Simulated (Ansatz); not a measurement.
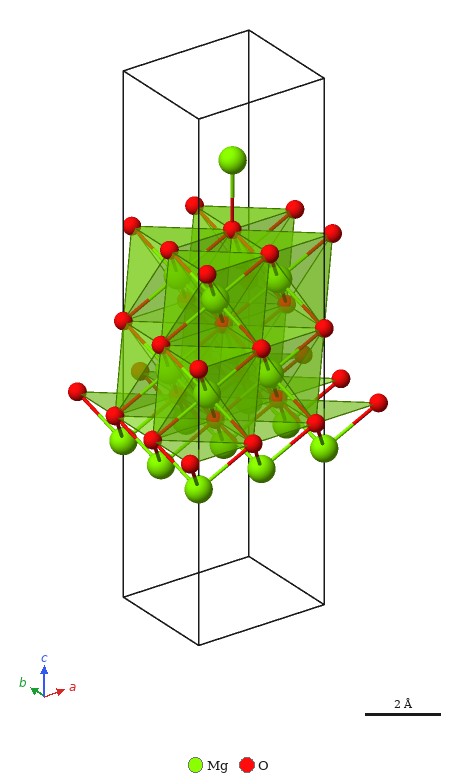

*The structure as given in the input (polyhedral view of the cell of the calculation, with the vacuum cut short, seen slightly off an axis; polyhedra are completed across the faces of the cell). An atom can appear more than once, as a periodic image.*

**Geometry relaxation, with input and output: Mg13O12 (part 1 of 2)**

Mg13O12 (slab, 25 atoms in the cell), computed with DFT PBE, scalar-relativistic, plane waves, PAW, PAW set soft_1, no spin polarisation (Ansatz 0.2.0).

The structure derives from an entry of the Crystallography Open Database. The input holds or restrains some coordinates. Forces given for the steps count only the free coordinates. It belongs to a series of runs on one base structure; here: start relaxed.

**Input**
```yaml
crystal:
  lattice:
    - [5.446136, 0.0, 0.0]
    - [2.723068, 4.716492, 0.0]
    - [0.0, 0.0, 17.55844]
  atoms:
    - { symbol: Mg, position: [0.0, 0.0, 0.0569527] }
    - { symbol: O, position: [0.3333333, 0.8333333, 0.1202663] }
    - { symbol: Mg, position: [0.0, 0.5, 0.0569527] }
    - { symbol: O, position: [0.3333333, 0.3333333, 0.1202663] }
    - { symbol: Mg, position: [0.5, 0.0, 0.0569527] }
    - { symbol: O, position: [0.8333333, 0.8333333, 0.1202663] }
    - { symbol: Mg, position: [0.5, 0.5, 0.0569527] }
    - { symbol: O, position: [0.8333333, 0.3333333, 0.1202663] }
    - { symbol: Mg, position: [0.6666667, 0.6666667, 0.1835799] }
    - { symbol: O, position: [0.0, 0.5, 0.2468935] }
    - { symbol: Mg, position: [0.6666667, 0.1666667, 0.1835799] }
    - { symbol: O, position: [1.0, 0.0, 0.2468935] }
    - { symbol: Mg, position: [0.1666667, 0.6666667, 0.1835799] }
    - { symbol: O, position: [0.5, 0.5, 0.2468935] }
    - { symbol: Mg, position: [0.1666667, 0.1666667, 0.1835799] }
    - { symbol: O, position: [0.5, 0.0, 0.2468935] }
    - { symbol: Mg, position: [0.3333333, 0.3333333, 0.310207] }
    - { symbol: O, position: [0.6666667, 0.1666667, 0.3735206] }
    - { symbol: Mg, position: [0.3333333, 0.8333333, 0.310207] }
    - { symbol: O, position: [0.6666667, 0.6666667, 0.3735206] }
    - { symbol: Mg, position: [0.8333333, 0.3333333, 0.310207] }
    - { symbol: O, position: [0.1666667, 0.1666667, 0.3735206] }
    - { symbol: Mg, position: [0.8333333, 0.8333333, 0.310207] }
    - { symbol: O, position: [0.1666667, 0.6666667, 0.3735206] }
    - { symbol: Mg, position: [0.630431, 0.6005651, 0.4908431] }
basis:
  ecutwfc: 420.0
kpoints:
  mp_grid: { grid: [2, 2, 1] }
hamiltonian:
  xc: pbe
  pseudopotentials: { kind: paw, azcp: { folder: soft_1 } }
scf:
  occupations: { method: fermi_dirac, width: 0.05 }
  lower_state_search: "off"
relax:
  f_tol: 0.08
  max_steps: 25
  adjacent_minimum: "off"
  constraints: [{ sites: [0, 1, 2, 3, 4, 5, 6, 7] }]
```

Run as:
```bash
ansatz run input.yaml --threads 2 --pin off --max-ram 5120MiB --backend cpu --events-out ev --progress --plain --runs-dir out
```

**Output**
```
Engine: ansatz 0.2.0, x86_64-unknown-linux-gnu
Pseudopotentials: kind: paw
Pseudopotential: Mg, paw, valence charge 10, recommended cutoff 420 eV (normal), [file]
Pseudopotential: O, paw, valence charge 6, recommended cutoff 420 eV (normal), [file]
Functional definition: PBE
  parameter kappa = 0.804
  parameter beta = 0.06672455060314922
  exchange = pbe_x(kappa = kappa, mu = beta*pi^2/3)
  correlation = pbe_c(beta = beta)
Crystal: 25 atoms, lattice volume = 451.018 Å³
Basis set: ecut = 420 eV, 8753 PW (Γ), exchange–correlation on 80×80×240 points (8 copies of the dense FFT grid, shifted against one another)
Bands: 126, of which v1, the nominal top of the filled ones, is band 101 counted from 1 (100 counted from 0)
Symmetry: 1 space group operations
Space group: P1 (ITA 1), of the structure as read, at distance tolerance 7.7e-5 Å
k-points: 4
Non-local potential: Mg, projectors of the file, l = 0: 3, l = 1: 2, l = 2: 1
Non-local potential: O, projectors of the file, l = 0: 2, l = 1: 2, l = 2: 1
PAW form: soft (Blöchl's): semilocal exchange-correlation on the pseudo side does not see the compensation charge
PAW one-centre angular grid: Mg, 110 points (default); XC on 64 Gauss nodes
PAW one-centre angular grid: O, 110 points (default); XC on 64 Gauss nodes
Initial density: superposition of atomic densities (neutral atoms: chi_scale 0, normalization atom)
Initial wavefunctions: pseudopotential atomic-orbital guess
Functional: x = pbe(κ = 0.804, μ = 0.2195149727645171), c = pbe(β = 0.06672455060314922)
SCF iter   1: F=—  HF=-31862.161622 eV  |F-HF|=—  |Δ(HF+E_count)|=         —  Δρ=1.38e-1  dr2=1.55e2  ethr=3.10e-3  ⟨swp⟩=10.5  Hψ=2809  notcnv=0  defer=39
preconditioner: auto → LDOS  [metal: Δε(μ)=0.000 eV  Ē_g=14.319 eV  σ=0.050 eV  W_gap=0.00  n_scr=96 (ndim 8)  ℏωp=15.0 eV  f_vac=0.449  D(μ)=15.00/eV (n_scr^D=108)  β→1.0]
SCF iter   2: F=—  HF=-32347.358596 eV  |F-HF|=—  |Δ(HF+E_count)|=    4.85e2  Δρ=4.89e-1  dr2=9.13e3  ethr=3.10e-3  ⟨swp⟩=16.5  Hψ=2819  notcnv=0  defer=76  recentre
SCF iter   3: F=—  HF=-31845.734313 eV  |F-HF|=—  |Δ(HF+E_count)|=    5.02e2  Δρ=9.10e-2  dr2=1.07e2  ethr=3.10e-3  ⟨swp⟩=9.5  Hψ=2621  notcnv=0  defer=60
SCF iter   4: F=—  HF=-31834.897084 eV  |F-HF|=—  |Δ(HF+E_count)|=    1.08e1  Δρ=4.34e-2  dr2=1.57e2  ethr=3.10e-3  ⟨swp⟩=6.8  Hψ=1171  notcnv=0  defer=72
SCF iter   5: F=—  HF=-31827.117958 eV  |F-HF|=—  |Δ(HF+E_count)|=    7.78e0  Δρ=3.09e-2  dr2=6.20e0  ethr=3.10e-3  ⟨swp⟩=7.5  Hψ=979  notcnv=0  defer=64
SCF iter   6: F=—  HF=-31825.935032 eV  |F-HF|=—  |Δ(HF+E_count)|=    1.18e0  Δρ=3.36e-2  dr2=1.18e1  ethr=3.07e-3  ⟨swp⟩=5.5  Hψ=922  notcnv=0  defer=60
SCF iter   7: F=—  HF=-31827.704306 eV  |F-HF|=—  |Δ(HF+E_count)|=    1.77e0  Δρ=2.52e-2  dr2=1.01e1  ethr=3.07e-3  ⟨swp⟩=5.8  Hψ=862  notcnv=0  defer=65
SCF iter   8: F=—  HF=-31826.643172 eV  |F-HF|=—  |Δ(HF+E_count)|=    1.06e0  Δρ=1.73e-2  dr2=6.34e0  ethr=3.07e-3  ⟨swp⟩=3.0  Hψ=574  notcnv=0  defer=65
SCF iter   9: F=—  HF=-31825.730027 eV  |F-HF|=—  |Δ(HF+E_count)|=   9.13e-1  Δρ=9.05e-3  dr2=1.85e0  ethr=3.07e-3  ⟨swp⟩=3.8  Hψ=698  notcnv=0  defer=58
SCF iter  10: F=—  HF=-31825.633925 eV  |F-HF|=—  |Δ(HF+E_count)|=   9.61e-2  Δρ=2.79e-3  dr2=1.69e-1  ethr=9.17e-4  ⟨swp⟩=3.8  Hψ=621  notcnv=0  defer=55
SCF iter  11: F=—  HF=-31825.616676 eV  |F-HF|=—  |Δ(HF+E_count)|=   1.72e-2  Δρ=1.20e-3  dr2=5.65e-2  ethr=8.34e-5  ⟨swp⟩=3.2  Hψ=818  notcnv=0  defer=55
SCF iter  12: F=—  HF=-31825.615773 eV  |F-HF|=—  |Δ(HF+E_count)|=   9.04e-4  Δρ=8.47e-4  dr2=5.25e-3  ethr=2.80e-5  ⟨swp⟩=4.0  Hψ=650  notcnv=0  defer=55
SCF iter  13: F=—  HF=-31825.615672 eV  |F-HF|=—  |Δ(HF+E_count)|=   1.01e-4  Δρ=5.13e-4  dr2=3.48e-3  ethr=2.60e-6  ⟨swp⟩=2.5  Hψ=730  notcnv=0  defer=55
SCF iter  14: F=—  HF=-31825.615470 eV  |F-HF|=—  |Δ(HF+E_count)|=   2.01e-4  Δρ=2.26e-4  dr2=9.03e-4  ethr=1.72e-6  ⟨swp⟩=2.0  Hψ=634  notcnv=0  defer=55
SCF iter  15: F=—  HF=-31825.615488 eV  |F-HF|=—  |Δ(HF+E_count)|=   1.78e-5  Δρ=2.98e-4  dr2=1.39e-3  ethr=4.47e-7  ⟨swp⟩=2.0  Hψ=612  notcnv=0  defer=55
SCF iter  16: F=—  HF=-31825.615458 eV  |F-HF|=—  |Δ(HF+E_count)|=   2.96e-5  Δρ=1.98e-4  dr2=6.17e-4  ethr=4.47e-7  ⟨swp⟩=1.5  Hψ=451  notcnv=0  defer=55
SCF iter  17: F=-31825.615407 eV  HF=-31825.615439 eV  |F-HF|=3.17e-5  |Δ(HF+E_count)|=   1.95e-5  Δρ=5.59e-5  dr2=3.72e-5  ethr=4.95e-8  ⟨swp⟩=3.5  Hψ=1679  notcnv=0
SCF 1 converged in 17 iterations: F = -31825.615407 eV  dr2 = 3.72e-5
  greatest PAW one-centre occupation: 1.000 electrons in one spin orbital (limit 2), on the Mg atom at site 8 (counted from 0), in its partial waves of l = 1
relax step   1: F+E_penalty+E_count = -31825.61540729 eV  Δ(F+E_penalty+E_count) = +0.000e0 eV  max|allowed force component| = 3.715e0 eV/Å  Δτ_max = 0.0000 Å  (17 SCF iters, dr2 threshold 1.00e-4 eV, accepted)
Initial density: handed on by an earlier stage of this run
Initial wavefunctions: those handed on with the density
iter 1 solved again at ethr=5.66e-4 eV; its pass at ethr=3.10e-3 eV (dr2=1.14e0 eV) is discarded
SCF iter   1: F=—  HF=-31829.027155 eV  |F-HF|=—  |Δ(HF+E_count)|=         —  Δρ=1.59e-2  dr2=1.15e0  ethr=5.66e-4  ⟨swp⟩=1.0  Hψ=2153  notcnv=0  defer=49
preconditioner: auto → LDOS  [metal: Δε(μ)=0.027 eV  Ē_g=13.268 eV  σ=0.050 eV  W_gap=0.13  n_scr=96 (ndim 8)  ℏωp=17.3 eV  f_vac=0.462  D(μ)=9.69/eV (n_scr^D=64)  β→1.0]
SCF iter   2: F=—  HF=-31829.164811 eV  |F-HF|=—  |Δ(HF+E_count)|=   1.38e-1  Δρ=3.77e-2  dr2=7.05e0  ethr=5.66e-4  ⟨swp⟩=3.2  Hψ=753  notcnv=0  defer=49  recentre
SCF iter   3: F=—  HF=-31828.832152 eV  |F-HF|=—  |Δ(HF+E_count)|=   3.33e-1  Δρ=1.03e-2  dr2=4.18e-1  ethr=5.66e-4  ⟨swp⟩=3.0  Hψ=856  notcnv=0  defer=55
SCF iter   4: F=—  HF=-31828.766227 eV  |F-HF|=—  |Δ(HF+E_count)|=   6.59e-2  Δρ=2.12e-3  dr2=2.86e-2  ethr=2.07e-4  ⟨swp⟩=2.2  Hψ=659  notcnv=0  defer=55
SCF iter   5: F=—  HF=-31828.766332 eV  |F-HF|=—  |Δ(HF+E_count)|=   1.05e-4  Δρ=9.37e-4  dr2=5.17e-3  ethr=1.42e-5  ⟨swp⟩=2.8  Hψ=674  notcnv=0  defer=55
SCF iter   6: F=—  HF=-31828.766599 eV  |F-HF|=—  |Δ(HF+E_count)|=   2.67e-4  Δρ=5.33e-4  dr2=1.17e-3  ethr=2.56e-6  ⟨swp⟩=2.0  Hψ=762  notcnv=0  defer=55
SCF iter   7: F=—  HF=-31828.766835 eV  |F-HF|=—  |Δ(HF+E_count)|=   2.35e-4  Δρ=3.34e-4  dr2=4.90e-4  ethr=5.81e-7  ⟨swp⟩=2.2  Hψ=691  notcnv=0  defer=55
SCF iter   8: F=—  HF=-31828.766851 eV  |F-HF|=—  |Δ(HF+E_count)|=   1.67e-5  Δρ=1.42e-4  dr2=1.00e-4  ethr=2.42e-7  ⟨swp⟩=2.8  Hψ=693  notcnv=0  defer=55
SCF iter   9: F=-31828.766857 eV  HF=-31828.766859 eV  |F-HF|=1.66e-6  |Δ(HF+E_count)|=   7.31e-6  Δρ=6.13e-5  dr2=2.19e-5  ethr=4.95e-8  ⟨swp⟩=3.0  Hψ=1706  notcnv=0
SCF 2 converged in 9 iterations: F = -31828.766857 eV  dr2 = 2.19e-5
  greatest PAW one-centre occupation: 1.000 electrons in one spin orbital (limit 2), on the Mg atom at site 12 (counted from 0), in its partial waves of l = 1
[...]
relax step   2: F+E_penalty+E_count = -31828.76685697 eV  Δ(F+E_penalty+E_count) = -3.151e0 eV  max|allowed force component| = 2.789e0 eV/Å  Δτ_max = 0.1926 Å  (9 SCF iters, dr2 threshold 1.00e-4 eV, accepted)
preconditioner: auto → LDOS  [insulator: Δε(μ)=0.204 eV  Ē_g=13.402 eV  σ=0.050 eV  W_gap=0.51  n_scr=96 (ndim 8)  ℏωp=17.3 eV  f_vac=0.464  D(μ)=6.76/eV (n_scr^D=38)  ε∞_Penn≈2.7  β→1.0]
relax step   3: F+E_penalty+E_count = -31830.69239438 eV  Δ(F+E_penalty+E_count) = -1.926e0 eV  max|allowed force component| = 1.828e0 eV/Å  Δτ_max = 0.1988 Å  (10 SCF iters, dr2 threshold 1.00e-4 eV, accepted)
preconditioner: auto → LDOS  [metal: Δε(μ)=0.054 eV  Ē_g=13.358 eV  σ=0.050 eV  W_gap=0.26  n_scr=96 (ndim 8)  ℏωp=17.3 eV  f_vac=0.464  D(μ)=6.05/eV (n_scr^D=38)  β→1.0]
relax step   4: F+E_penalty+E_count = -31831.98526954 eV  Δ(F+E_penalty+E_count) = -1.293e0 eV  max|allowed force component| = 2.102e0 eV/Å  Δτ_max = 0.1960 Å  (9 SCF iters, dr2 threshold 1.00e-4 eV, accepted)
preconditioner: auto → LDOS  [metal: Δε(μ)=0.064 eV  Ē_g=13.599 eV  σ=0.050 eV  W_gap=0.30  n_scr=96 (ndim 8)  ℏωp=17.3 eV  f_vac=0.464  D(μ)=6.47/eV (n_scr^D=38)  β→1.0]
relax step   5: F+E_penalty+E_count = -31832.95105755 eV  Δ(F+E_penalty+E_count) = -9.658e-1 eV  max|allowed force component| = 1.869e0 eV/Å  Δτ_max = 0.1953 Å  (9 SCF iters, dr2 threshold 1.00e-4 eV, accepted)
preconditioner: auto → LDOS  [metal: Δε(μ)=0.104 eV  Ē_g=13.735 eV  σ=0.050 eV  W_gap=0.48  n_scr=96 (ndim 8)  ℏωp=17.3 eV  f_vac=0.463  D(μ)=5.85/eV (n_scr^D=38)  β→1.0]
  greatest PAW one-centre occupation: 1.000 electrons in one spin orbital (limit 2), on the Mg atom at site 20 (counted from 0), in its partial waves of l = 1
relax step   6: F+E_penalty+E_count = -31833.65949422 eV  Δ(F+E_penalty+E_count) = -7.084e-1 eV  max|allowed force component| = 1.038e0 eV/Å  Δτ_max = 0.1963 Å  (9 SCF iters, dr2 threshold 1.00e-4 eV, accepted)
preconditioner: auto → LDOS  [metal: Δε(μ)=0.096 eV  Ē_g=13.617 eV  σ=0.050 eV  W_gap=0.44  n_scr=96 (ndim 8)  ℏωp=17.3 eV  f_vac=0.456  D(μ)=5.86/eV (n_scr^D=38)  β→1.0]
  greatest PAW one-centre occupation: 1.000 electrons in one spin orbital (limit 2), on the Mg atom at site 20 (counted from 0), in its partial waves of l = 0
relax step   7: F+E_penalty+E_count = -31834.19819791 eV  Δ(F+E_penalty+E_count) = -5.387e-1 eV  max|allowed force component| = 5.739e-1 eV/Å  Δτ_max = 0.1947 Å  (9 SCF iters, dr2 threshold 1.00e-4 eV, accepted)
preconditioner: auto → LDOS  [metal: Δε(μ)=0.195 eV  Ē_g=13.561 eV  σ=0.050 eV  W_gap=0.49  n_scr=96 (ndim 8)  ℏωp=17.3 eV  f_vac=0.451  D(μ)=7.44/eV (n_scr^D=50)  β→1.0]
relax step   8: F+E_penalty+E_count = -31834.38084697 eV  Δ(F+E_penalty+E_count) = -1.826e-1 eV  max|allowed force component| = 7.386e-2 eV/Å  Δτ_max = 0.2000 Å  (9 SCF iters, dr2 threshold 1.00e-4 eV, accepted)
preconditioner: auto → LDOS  [insulator: Δε(μ)=0.272 eV  Ē_g=13.618 eV  σ=0.050 eV  W_gap=0.68  n_scr=96 (ndim 8)  ℏωp=17.3 eV  f_vac=0.452  D(μ)=7.49/eV (n_scr^D=50)  ε∞_Penn≈2.6  β→1.0]
relax step   9: F+E_penalty+E_count = -31834.38086899 eV  Δ(F+E_penalty+E_count) = -2.203e-5 eV  max|allowed force component| = 7.445e-2 eV/Å  Δτ_max = 0.0000 Å  (7 SCF iters, accepted)
```

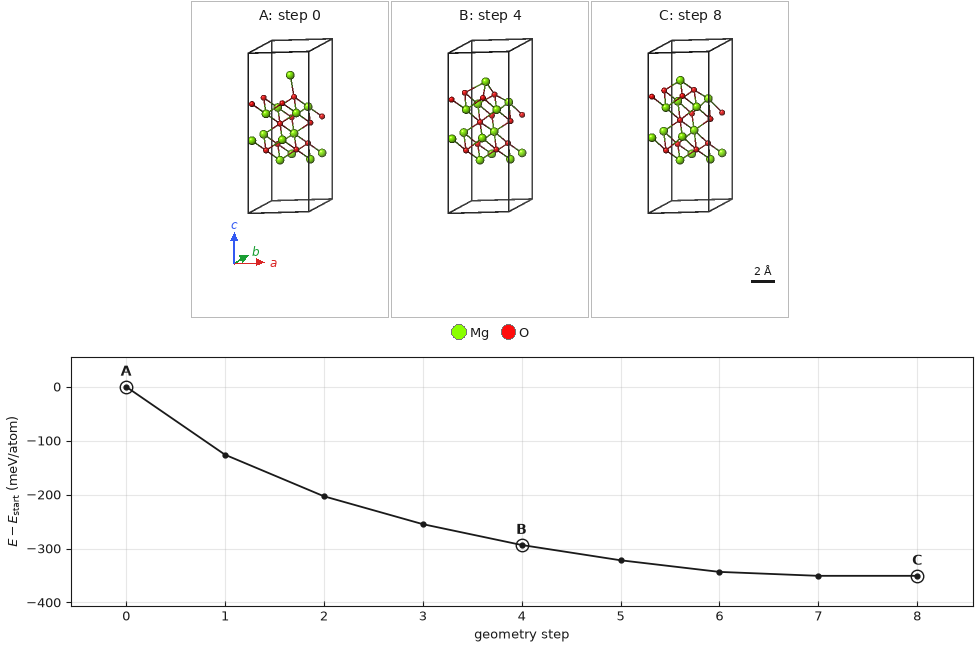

*Frames of the restrained relaxation (ball-and-stick view of the cell of the calculation, with the vacuum cut short (origin shifted), seen slightly off an axis) above the curves, on which the letters mark them (the first geometry is step 0 here and step 1 in the log).*

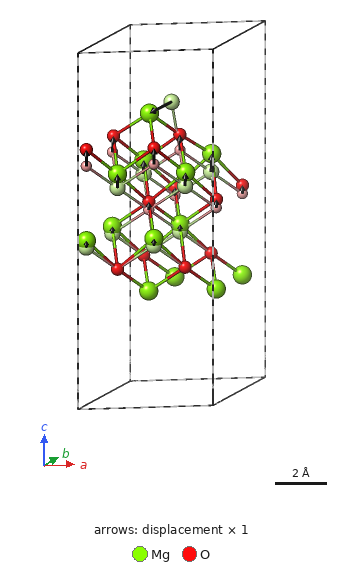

*Start (faint) and end (solid) with the displacements as black arrows, at true length (ball-and-stick view of the cell of the calculation, with the vacuum cut short (origin shifted), seen slightly off an axis).*

The atom that moves furthest is Mg25 (1.11 Å). By element the largest moves are Mg 1.11 Å, O 0.68 Å. The cell stays as it was. Among the contacts that change: O24–Mg25 3.137 → 1.882 Å, O18–Mg25 3.066 → 1.882 Å, O16–Mg23 1.925 → 2.189 Å, O10–Mg23 1.925 → 2.184 Å. New bonds form: O18–Mg25 (3.07 → 1.88 Å), O24–Mg25 (3.14 → 1.88 Å). Among the angles that change: Mg23–O20–Mg25 138.4° → 176.9°, Mg19–O20–Mg25 119.7° → 92.2°, Mg21–O20–Mg25 116.2° → 92.0°. The energy falls by 351 meV per atom in 8 geometry steps. The largest force component goes from 3.7 to 0.074 eV/Å. (Atoms are counted from 1 in the order of the input.)

```
Free energy (F): -31834.380869 eV
Harris-Foulkes:  -31834.380869 eV  (|F-HF|=1.46e-8)
Internal energy: -31834.319559 eV  (E = F + TS)
E sigma→0 (E₀):  -31834.350214 eV
Entropy (-TS):   -0.061310 eV (-2.452 meV/atom)
Fermi energy:    2.945136 eV
--- Per-component energies (eV) ---
  E_band       = -5180.971719
  E_kinetic    = 3026.166856
  E_local      = -146064.188627  (includes V_loc(G=0)·N_el)
  E_nonlocal   = 3165.286060
  E_hartree    = 68667.566541
  E_xc         = -1240.699106
  E_vxc        = -1590.355005  (∫ρ·V_xc dr)
  E_paw        = -5853.562195  (= ΣΔE_a)
  E_vpaw       = -1053.022205  (= ΣTr[D̂ρ^β])
  E_aug_tail   = 0.006489  (compensation charges beyond the density's cutoff)
[...]
  E_ewald      = 46465.104424
  E_smearing   = -0.061310  (= −TS)
  E_closure    = -0.000000  (closes the sum)
  Σ components = -31834.380869   (vs F -31834.380869, Δ=0.00e0)
--- Forces (eV/Å), atoms counted from 1 ---
  atom   1  Mg    -0.00041339    -0.00064138    -1.53067073
  atom   2  O      0.01424113     0.01957735     1.44991611
  atom   3  Mg    -0.00012406     0.00220806    -1.52890581
  atom   4  O      0.00241962     0.00016057     1.43924913
  atom   5  Mg     0.00165848    -0.00151355    -1.52979639
  atom   6  O      0.01681314     0.00672396     1.46342182
  atom   7  Mg     0.00258489     0.00158518    -1.50168525
  atom   8  O      0.02635243     0.00012750     1.45366021
  atom   9  Mg    -0.00531743    -0.00725130     0.03376110
  atom  10  O     -0.00175091     0.01461155    -0.02478284
  atom  11  Mg     0.00655710    -0.00416507     0.05451451
  atom  12  O     -0.00256123    -0.00460879    -0.03984650
  atom  13  Mg    -0.00371372     0.00738625     0.04772624
  atom  14  O      0.00785133     0.00197808    -0.03345472
  atom  15  Mg     0.00544528     0.00213128     0.07445191
  atom  16  O      0.00566498    -0.00318247    -0.01696298
  atom  17  Mg     0.01278989     0.00589884     0.03042603
  atom  18  O      0.00111954    -0.01254856     0.00073917
  atom  19  Mg    -0.00060956    -0.01471230     0.04606838
  atom  20  O      0.00853461     0.00122605     0.02493424
  atom  21  Mg    -0.00571361     0.00290357     0.06756320
  atom  22  O      0.01396228    -0.00059506     0.04952813
  atom  23  Mg    -0.03908346    -0.01412462    -0.00229478
  atom  24  O     -0.04129406     0.01718801    -0.03869233
  atom  25  Mg    -0.02538835    -0.02035401     0.01112975
  max |Σ_I F_I| component: 2.49e-5 eV/Å
```
